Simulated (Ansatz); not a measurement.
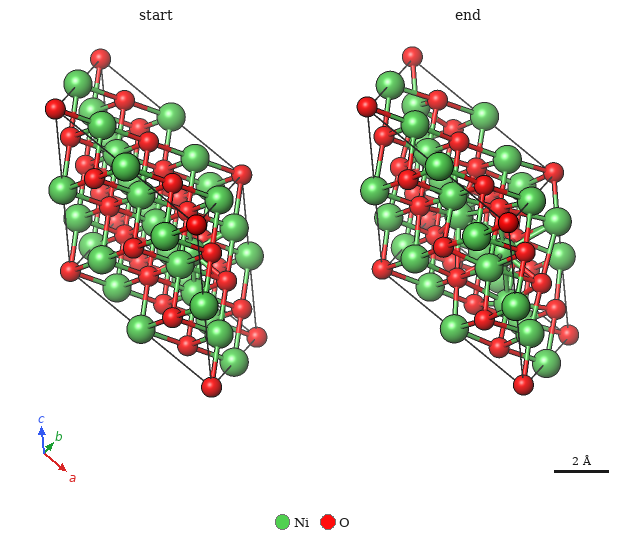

The structure of a defect cell of composition Ni17O16 before (left) and after (right) a relaxation, at one scale.

Style: ball-and-stick. Shown: the cell of the calculation (origin shifted), slightly off an axis.

Case: Ni interstitial, charge +0, atoms relaxed at the host's cell.

All numbers below come from DFT PBE, scalar-relativistic, plane waves, PAW in Ansatz 0.2.0. Settings: plane-wave cutoff 420 eV; k-point mesh 5 × 5 × 5; occupations gaussian; smearing width 0.1 eV; collinear spin; atoms relaxed in a fixed cell; force threshold 0.025 eV/Å; at most 45 steps.

What changed between the two?

Answer. The largest moves, 0.47 Å, are those of Ni atoms. Largest moves by element: Ni 0.47 Å, O 0.15 Å. The lattice vectors keep their values. Among the contacts that change: Ni–Ni 1.826 → 2.297 Å, Ni–O 2.108 → 2.479 Å, Ni–O 1.826 → 1.971 Å, Ni–O 2.108 → 1.963 Å. Bond angles that change, for instance: O–Ni–O 90.0° → 105.2°, O–Ni–Ni 125.3° → 113.4°, Ni–O–Ni 180.0° → 169.1°. The energy falls by 7.848 eV per cell of the calculation in 4 accepted moves (5 points after the start). Largest force component: 6.2 eV/Å at the start, 0.024 eV/Å at the end. 1 step only repeated the SCF at the same geometry. Cost: 9.8 min on 4 threads of AMD EPYC 7B13 (Zen 3) (shared host), peak memory 2.6 GiB.

Limits of the set-up: the periodic images lie only 7.3 Å apart, so the values are limited by the cell's size.
